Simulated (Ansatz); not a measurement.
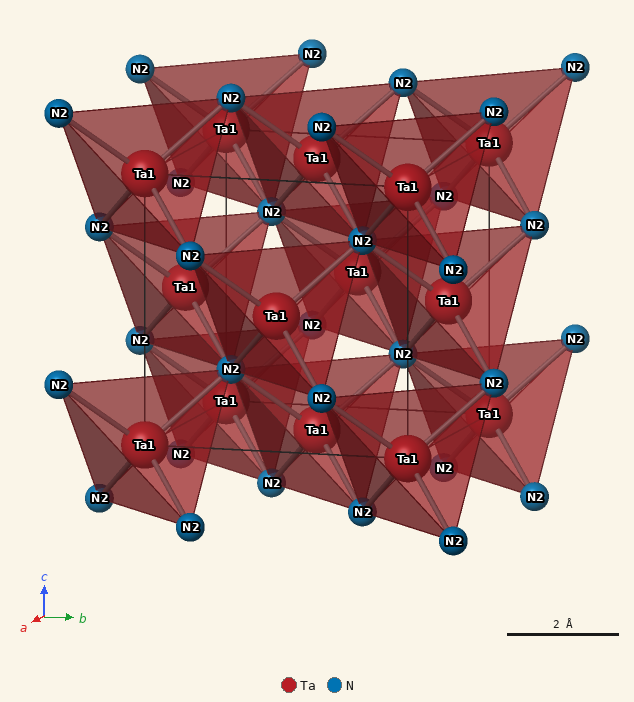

**Figure 1.** The structure as given in the input (polyhedral view of the cell 4 times as large as that of the calculation, set on its symmetry axes, seen slightly off an axis; polyhedra are completed across the faces of the cell; atoms are numbered from 1 in the order of the input).

**TaN: a changed input and its effect**

System: TaN (F-43m, 2 atoms in the cell).
Method of run 1: DFT r2SCAN+U+J, scalar-relativistic, plane waves, PAW, U = 4 eV, J = 0.9 eV on Ta atom 1 d, spin-polarised (Ansatz 0.2.0).

The structure was built on a prototype by a generator; it need not be a known phase. Text and figures count atoms from 1; the logs count them from 0 in places.

### The input, run 1
```yaml
crystal:
  lattice:
    - [0.0, 2.49114377, 2.49114377]
    - [2.49114377, 0.0, 2.49114377]
    - [2.49114377, 2.49114377, 0.0]
  atoms:
    - { symbol: Ta, position: [0.0, 0.0, 0.0], spin: 2.0 }
    - { symbol: "N", position: [0.25, 0.25, 0.25] }
basis:
  ecutwfc: 500
  ecutrho_ratio: 4
kpoints:
  mp_grid: { grid: [7, 7, 7] }
hamiltonian:
  xc: r2scan
  hubbard:
    sites:
      - { site: 0, l: d, u: 4.0, j: 0.9, starting_ns: [{ spin: up, occupation_matrix: s0up }, { spin: down, occupation_matrix: s0down }] }
    occupation_matrices:
      s0up:
        matrix:
          - [0.02, 0.0, 0.0, 0.0, 0.0]
          - [0.0, 0.97, 0.0, 0.0, 0.0]
          - [0.0, 0.0, 0.02, 0.0, 0.0]
          - [0.0, 0.0, 0.0, 0.02, 0.0]
          - [0.0, 0.0, 0.0, 0.0, 0.97]
      s0down:
        matrix:
          - [0.02, 0.0, 0.0, 0.0, 0.0]
          - [0.0, 0.02, 0.0, 0.0, 0.0]
          - [0.0, 0.0, 0.02, 0.0, 0.0]
          - [0.0, 0.0, 0.0, 0.02, 0.0]
          - [0.0, 0.0, 0.0, 0.0, 0.02]
    ns_hold: { iters: 5 }
scf:
  occupations: { method: gaussian, width: 0.05 }
  lower_state_search: "off"
  max_iter: 150
output:
  forces: true
  stress: true
  eigenvalues: true
  populations: true
  hubbard: { sites: [{ site: 0, l: d }] }
magnetization:
  spin_polarized: true
```

Launched with:
```bash
ansatz run input.yaml --threads 2 --pin off --max-ram 3072MiB --backend cpu --events-out ev --progress --plain --runs-dir out
```

Hardware: 2 threads of Arm Neoverse N1, 16 GiB of memory available, shared host.

### Output, shortened to warnings, some set-up lines, iterations and results (run 1)
```
Warning: crystal.symmetry: narrowed to the stabiliser of the occupation matrices — unitary ops 24 → 8; lowered by the specified shell (site 0, l: d); largest admitted image defect 4.4e-16, smallest excluded 9.5e-1 — at a splitting's scale: the group the occupation matrices' own texture admits
WARN: hamiltonian.hubbard: on 1 of 2 specified blocks the occupation matrix of this SCF's result fails the test of the specified filling. At site 0 ↑ (sites count from 0 in the list of atoms of the cell that this SCF solves) the least filled combination of the orbitals specified full has occupation 0.415, and the fullest combination of the orbitals specified empty has occupation 0.888; the …
Basis set: ecut = 500 eV, 749 PW (Γ), exchange–correlation on 108×108×108 points (64 copies of the dense FFT grid, shifted against one another)
Symmetry: 8 space group operations
k-points: 40 of 343 (time reversal used)
Initial density: superposition of atomic densities (chi_scale 0.1, normalization cell, long waves kept (reshape's long-wave potential 0.00 eV rms))
[...]
SCF iter   1: F=—  HF=-10324.964455 eV  |F-HF|=—  |Δ(HF+E_count)|=         —  Δρ=6.40e-2 (↑6.40e-2 ↓6.26e-2)  dr2=2.03e0  dr2_τ=1.33e-1  dr2_m=7.51e-1  M=1.027 μB ∫|m|=1.140 …
SCF iter   2: F=—  HF=-10325.044748 eV  |F-HF|=—  |Δ(HF+E_count)|=   8.03e-2  Δρ=4.40e-2 (↑4.40e-2 ↓4.39e-2)  dr2=6.93e-1  dr2_τ=1.67e-2  dr2_m=3.88e-1  M=0.970 μB ∫|m|=1.104 …
SCF iter   3: F=—  HF=-10325.180000 eV  |F-HF|=—  |Δ(HF+E_count)|=   1.35e-1  Δρ=2.97e-2 (↑2.81e-2 ↓2.97e-2)  dr2=9.09e-2  dr2_τ=1.16e-2  dr2_m=1.92e-1  M=0.936 μB ∫|m|=1.121 …
SCF iter   4: F=—  HF=-10325.281489 eV  |F-HF|=—  |Δ(HF+E_count)|=   1.01e-1  Δρ=2.08e-2 (↑2.08e-2 ↓1.90e-2)  dr2=2.56e-2  dr2_τ=3.17e-3  dr2_m=1.07e-1  M=0.910 μB ∫|m|=1.083 …
SCF iter   5: F=—  HF=-10325.313240 eV  |F-HF|=—  |Δ(HF+E_count)|=   3.18e-2  Δρ=1.46e-2 (↑1.46e-2 ↓1.35e-2)  dr2=2.38e-3  dr2_τ=1.21e-3  dr2_m=5.56e-2  M=0.897 μB ∫|m|=1.081 …
[... 35 lines ...]
SCF iter  41: F=-10326.966858 eV  HF=-10326.966858 eV  |F-HF|=6.08e-7  |Δ(HF+E_count)|=   7.11e-5  Δρ=9.48e-5 (↑3.22e-5 ↓9.48e-5)  dr2=2.06e-6  dr2_τ=1.65e-7  dr2_m=6.86e-7  …
SCF iter  42: F=-10326.966859 eV  HF=-10326.966859 eV  |F-HF|=6.88e-8  |Δ(HF+E_count)|=   9.62e-7  Δρ=1.88e-5 (↑1.88e-5 ↓5.56e-6)  dr2=1.15e-7  dr2_τ=7.91e-9  dr2_m=2.50e-8  …
SCF iter  43: F=-10326.966859 eV  HF=-10326.966859 eV  |F-HF|=1.85e-9  |Δ(HF+E_count)|=   1.60e-8  Δρ=2.14e-6 (↑1.56e-6 ↓2.14e-6)  dr2=2.78e-9  dr2_τ=2.46e-10  dr2_m=4.63e-10 …
SCF iter  44: F=-10326.966859 eV  HF=-10326.966859 eV  |F-HF|=1.86e-9  |Δ(HF+E_count)|=  5.46e-12  Δρ=2.14e-6 (↑1.56e-6 ↓2.14e-6)  dr2=2.79e-9  dr2_τ=2.47e-10  dr2_m=4.65e-10 …
SCF 1 converged in 44 iterations: F = -10326.966859 eV  dr2 = 2.79e-9
SCF converged after 44 iterations
Magnetization: 0.8490 μB (9.4245 up, 8.5755 down)
Absolute magnetization: 0.9369 μB (∫|ρ↑−ρ↓|, with the PAW one-centre terms)
Spin contamination: 0.0757 ħ² per cell (⟨S²⟩ above its minimum at these occupations)
Per-site moments (μB) at R_I (Å): [(0.435101718828535, 0.8899249380859772), (-0.010922470328270045, 0.8899249380859772)]
Free energy (F): -10326.966859 eV
Harris-Foulkes:  -10326.966859 eV  (|F-HF|=1.86e-9)
Internal energy: -10326.965331 eV  (E = F + TS)
E sigma→0 (E₀):  -10326.966095 eV
Entropy (-TS):   -0.001528 eV (-0.764 meV/atom)
Fermi energy:    13.789066 eV
--- Per-component energies (eV) ---
  E_band       = -184.465117
  E_kinetic    = 492.934439
  E_local      = -953.198577  (includes V_loc(G=0)·N_el)
  E_nonlocal   = 58.374484
  E_hartree    = 321.869876
  E_xc         = -262.002609
  E_vxc        = -303.622656  (∫ρ·V_xc dr)
  E_hubbard    = 2.751208  (on-site DFT+U / exact-exchange correction)
  E_vhub       = 0.082149  (the Hubbard potential's part of the band-sum identity)
  E_paw        = -8550.907137  (= ΣΔE_a)
  E_vpaw       = -138.746088  (= ΣTr[D̂ρ^β])
  E_aug_tail   = 0.000106  (compensation charges beyond the density's cutoff)
  E_vtau       = 15.972301  (kinetic-family band-sum trace: ∫τ·v_τ [+ j·A + Jᵃ·Aᵃ] dr)
  E_ewald      = -1436.001276
  E_core_change = -0.785845  (= ΣΔE_core)
  E_smearing   = -0.001528  (= −TS)
  E_closure    = 0.000000  (closes the sum)
  Σ components = -10326.966859   (vs F -10326.966859, Δ=0.00e0)
--- DFT+U+J on-site energies (Liechtenstein; fll double counting; per corrected site; eV) ---
  site 0 (l=d): U=4.0000  J=0.9000  Tr N=3.4970  E_int=18.863906  E_dc=16.112697  E_U=2.751208
--- Specified on-site occupations, and those of the state reported ---
  electrons in the specified blocks: 2.1000 specified, 3.4970 found
  site 0 (l=d) ↑: largest change of an orbital's occupation 0.8684; electrons 2.0000 specified, 2.1868 found; spectral distance 0.7580
  site 0 (l=d) ↓: largest change of an orbital's occupation 0.3417; electrons 0.1000 specified, 1.3101 found; spectral distance 0.6007
--- Forces (eV/Å), atoms counted from 1 ---
  atom   1  Ta     0.00000000     0.00000000     0.00000000
  atom   2  N      0.00000000     0.00000000    -0.00000000
  max |Σ_I F_I| component: 0.00e0 eV/Å
--- Stress (GPa, compression-positive) ---
      -17.987717      -0.000000       0.000000
       -0.000000     -18.543497       0.000000
        0.000000       0.000000     -18.543497
  P = ⅓ Tr σ = -18.3582 GPa (-183.582 kbar)
Occupation matrices written to [file]
--- Löwdin populations: 2 sites ---
  site symbol       q [e]    m [muB]
     0     Ta     12.0092     0.8942
     1      N      5.8574    -0.0419
[...]
```

For run 2 the input was changed thus:
```diff
-    - { symbol: Ta, position: [0.0, 0.0, 0.0], spin: 2.0 }
+    - { symbol: Ta, position: [0.0, 0.0, 0.0], spin: 0.3 }
-          - [0.0, 0.97, 0.0, 0.0, 0.0]
+          - [0.0, 0.02, 0.0, 0.0, 0.0]
-          - [0.0, 0.0, 0.0, 0.0, 0.02]
-    ns_hold: { iters: 5 }
+          - [0.0, 0.0, 0.0, 0.0, 0.97]
+    ns_hold: { iters: 12 }
```

How does run 2 compare with run 1?

With the same functional and potentials, run 2 lies 50.3 meV per atom higher. The net moment of the cell goes from 0.85 to 0.00 μB. The pressure goes from −18.36 to −27.25 GPa.

### Output, shortened to warnings, some set-up lines, iterations and results (run 2)
```
Warning: crystal.symmetry: narrowed to the stabiliser of the occupation matrices — unitary ops 24 → 8; lowered by the specified shell (site 0, l: d); largest admitted image defect 8.9e-16, smallest excluded 9.5e-1 — at a splitting's scale: the group the occupation matrices' own texture admits
WARN: the starting moments were not kept: the SCF closed with an absolute magnetisation of 4.4e-5 μB, where they sum to 0.3 μB in size (1 site). That is at most 0.1 of that sum. Measured as dr2_m measures the in/out step, that magnetisation stands 4.6e-10 eV from none, at or under the dr2_threshold of 1.0e-7 eV: it is no larger than a step whose dr2_m would equal this threshold. The system may …
WARN: hamiltonian.hubbard: on 2 of 2 specified blocks the occupation matrix of this SCF's result fails the test of the specified filling. At site 0 ↑ (sites count from 0 in the list of atoms of the cell that this SCF solves) the least filled combination of the orbitals specified full has occupation 0.413, and the fullest combination of the orbitals specified empty has occupation 0.413; the …
Basis set: ecut = 500 eV, 749 PW (Γ), exchange–correlation on 108×108×108 points (64 copies of the dense FFT grid, shifted against one another)
Symmetry: 8 space group operations
k-points: 40 of 343 (time reversal used)
Initial density: superposition of atomic densities (chi_scale 0.1, normalization cell, long waves kept (reshape's long-wave potential 0.00 eV rms))
[...]
SCF iter   1: F=—  HF=-10326.091993 eV  |F-HF|=—  |Δ(HF+E_count)|=         —  Δρ=3.97e-2 (↑3.97e-2 ↓3.73e-2)  dr2=2.12e0  dr2_τ=8.06e-2  dr2_m=2.14e-2  M=0.104 μB ∫|m|=0.106 …
SCF iter   2: F=—  HF=-10325.944889 eV  |F-HF|=—  |Δ(HF+E_count)|=   1.47e-1  Δρ=2.43e-2 (↑2.43e-2 ↓2.39e-2)  dr2=6.48e-1  dr2_τ=1.14e-2  dr2_m=9.63e-3  M=0.119 μB ∫|m|=0.121 …
SCF iter   3: F=—  HF=-10325.969519 eV  |F-HF|=—  |Δ(HF+E_count)|=   2.46e-2  Δρ=1.39e-2 (↑1.32e-2 ↓1.39e-2)  dr2=9.42e-2  dr2_τ=6.91e-3  dr2_m=6.35e-3  M=0.072 μB ∫|m|=0.084 …
SCF iter   4: F=—  HF=-10326.010025 eV  |F-HF|=—  |Δ(HF+E_count)|=   4.05e-2  Δρ=4.12e-3 (↑4.12e-3 ↓3.94e-3)  dr2=2.89e-3  dr2_τ=1.29e-4  dr2_m=3.66e-3  M=0.059 μB ∫|m|=0.072 …
SCF iter   5: F=—  HF=-10326.012499 eV  |F-HF|=—  |Δ(HF+E_count)|=   2.47e-3  Δρ=2.84e-3 (↑2.84e-3 ↓2.81e-3)  dr2=5.64e-4  dr2_τ=4.90e-5  dr2_m=2.08e-3  M=0.050 μB ∫|m|=0.064 …
[... 42 lines ...]
SCF iter  48: F=-10326.866253 eV  HF=-10326.866253 eV  |F-HF|=1.34e-9  |Δ(HF+E_count)|=   1.30e-9  Δρ=1.26e-6 (↑1.12e-6 ↓1.26e-6)  dr2=7.68e-11  dr2_τ=3.09e-12  …
SCF iter  49: F=-10326.866253 eV  HF=-10326.866253 eV  |F-HF|=8.44e-10  |Δ(HF+E_count)|=  9.75e-10  Δρ=9.40e-7 (↑9.40e-7 ↓9.36e-7)  dr2=3.97e-11  dr2_τ=1.55e-12  …
SCF iter  50: F=-10326.866253 eV  HF=-10326.866253 eV  |F-HF|=3.37e-10  |Δ(HF+E_count)|=  9.24e-10  Δρ=3.31e-7 (↑3.31e-7 ↓2.73e-7)  dr2=1.36e-11  dr2_τ=1.81e-12  …
SCF iter  51: F=-10326.866253 eV  HF=-10326.866253 eV  |F-HF|=2.24e-10  |Δ(HF+E_count)|=  7.64e-11  Δρ=2.92e-7 (↑2.92e-7 ↓2.15e-7)  dr2=1.46e-11  dr2_τ=3.53e-13  …
SCF 1 converged in 51 iterations: F = -10326.866253 eV  dr2 = 1.46e-11
this state was not tested for a lower state beside it, because the mixer in use, unlike msr1, does not test its closes by its own steps (another_mixer; see scf.mixing.algorithm and scf.lower_state_search)
SCF converged after 51 iterations
Magnetization: -0.0000 μB (9.0000 up, 9.0000 down)
Absolute magnetization: 0.0000 μB (∫|ρ↑−ρ↓|, with the PAW one-centre terms)
Spin contamination: 0.0000 ħ² per cell (⟨S²⟩ above its minimum at these occupations)
Per-site moments (μB) at R_I (Å): [(-8.518883998061207e-7, 0.8899249380859772), (-1.2433877356174445e-8, 0.8899249380859772)]
Free energy (F): -10326.866253 eV
Harris-Foulkes:  -10326.866253 eV  (|F-HF|=2.24e-10)
Internal energy: -10326.863550 eV  (E = F + TS)
E sigma→0 (E₀):  -10326.864902 eV
Entropy (-TS):   -0.002703 eV (-1.352 meV/atom)
Fermi energy:    14.478466 eV
--- Per-component energies (eV) ---
  E_band       = -187.975038
  E_kinetic    = 489.515442
  E_local      = -946.293256  (includes V_loc(G=0)·N_el)
  E_nonlocal   = 57.633454
  E_hartree    = 317.247045
  E_xc         = -261.189561
  E_vxc        = -302.305519  (∫ρ·V_xc dr)
  E_hubbard    = 3.402205  (on-site DFT+U / exact-exchange correction)
  E_vhub       = 1.444778  (the Hubbard potential's part of the band-sum identity)
  E_paw        = -8550.391863  (= ΣΔE_a)
  E_vpaw       = -138.242271  (= ΣTr[D̂ρ^β])
  E_aug_tail   = 0.000106  (compensation charges beyond the density's cutoff)
  E_vtau       = 15.778121  (kinetic-family band-sum trace: ∫τ·v_τ [+ j·A + Jᵃ·Aᵃ] dr)
  E_ewald      = -1436.001276
  E_core_change = -0.785845  (= ΣΔE_core)
  E_smearing   = -0.002703  (= −TS)
  E_closure    = 0.000000  (closes the sum)
  Σ components = -10326.866253   (vs F -10326.866253, Δ=0.00e0)
--- DFT+U+J on-site energies (Liechtenstein; fll double counting; per corrected site; eV) ---
  site 0 (l=d): U=4.0000  J=0.9000  Tr N=3.4578  E_int=19.265499  E_dc=15.863294  E_U=3.402205
--- Specified on-site occupations, and those of the state reported ---
  electrons in the specified blocks: 2.1000 specified, 3.4578 found
  site 0 (l=d) ↑: largest change of an orbital's occupation 0.5574; electrons 1.0500 specified, 1.7289 found; spectral distance 0.8489
  site 0 (l=d) ↓: largest change of an orbital's occupation 0.5573; electrons 1.0500 specified, 1.7289 found; spectral distance 0.8489
--- Forces (eV/Å), atoms counted from 1 ---
  atom   1  Ta     0.00000000     0.00000000     0.00000000
  atom   2  N     -0.00000000    -0.00000000    -0.00000000
  max |Σ_I F_I| component: 5.55e-17 eV/Å
--- Stress (GPa, compression-positive) ---
      -27.246221      -0.000000       0.000000
        0.000000     -27.246221       0.000000
        0.000000      -0.000000     -27.246246
[...]
```

### The two runs side by side

| quantity | run 1 | run 2 |
| --- | --- | --- |
| outcome | converged | converged |
| free energy per atom (eV) | −5163.4834 | −5163.4331 |
| energy per atom, smearing taken to zero (eV) | −5163.4830 | −5163.4325 |
| gap on the mesh (eV) | 0.00 | 0.00 |
| net moment of the cell (μB) | 0.85 | 0.00 |
| absolute moment of the cell (μB) | 0.94 | 0.00 |
| pressure (GPa) | −18.36 | −27.25 |
| largest force (eV/Å) | 0.000 | 0.000 |
| SCF iterations | 44 | – |
| irreducible k-points | 40 | 40 |
| plane waves at Γ | 749 | 749 |
| wall time (shared host) | 74 s | 54 s |

For both runs: Spin–orbit coupling is left out, which matters for Ta. For run 1: Warnings: the typed occupations were not kept; the occupation matrices lower the symmetry. The cell is under a tension of 18.4 GPa at this level, so it is not at its equilibrium volume. For run 2: Warnings: some starting moments were not kept; the typed occupations were not kept; the state was not tested for a lower one; the occupation matrices lower the symmetry. The cell is under a tension of 27 GPa at this level, so it is not at its equilibrium volume.
